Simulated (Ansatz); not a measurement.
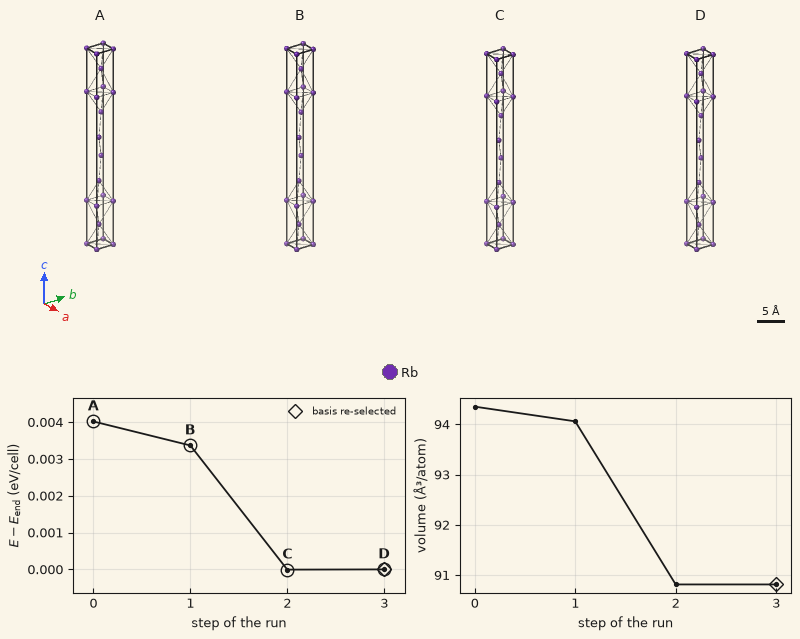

Frames of a relaxation of crystalline Rb (set up in R-3m), marked on the history of the run. A ball-and-stick model of the conventional cell (3 times the calculation's cell), seen slightly off an axis. Lengths and directions refer to the drawn axes.

Level of theory: DFT PBE, scalar-relativistic, plane waves, PAW in Ansatz. Set-up: plane-wave cutoff 420 eV; k-point mesh 12 × 12 × 12; occupations gaussian; smearing width 0.1 eV; no spin polarisation; cell and atoms relaxed; force threshold 0.005 eV/Å; at most 80 steps.

Q: What happens along the run?

A: The largest moves relative to the cell, 0.008 Å, are those of Rb atoms. The volume changes by −3.7 %, with a = b 5.075 → 5.052 Å (−0.4 %), c 38.067 → 36.971 Å (−2.9 %). Among the contacts that change: Rb–Rb 5.155 → 5.035 Å, Rb–Rb 5.075 → 5.052 Å. The space group stays R-3m (No. 166). The energy falls by 4.0 meV per cell of the calculation in 2 accepted moves (3 points after the start). The largest force component goes from 0.0029 to 0.00082 eV/Å. Pressure: −0.08 GPa at the start and 0.02 GPa at the end. The SCF was repeated once at an unchanged geometry on a basis and grid sized afresh for the cell, which shifted the energy by less than 0.05 meV per cell of the calculation at most. Cost: 3.2 min on 1 thread of Arm Neoverse V1 (shared host), peak memory 1 GiB. From step 0 to 1: volume −0.3 %, energy −0.7 meV per cell of the calculation. From step 1 to 2: volume −3.4 %, energy −3.4 meV per cell of the calculation. From step 2 to 3: energy +0.0 meV per cell of the calculation.
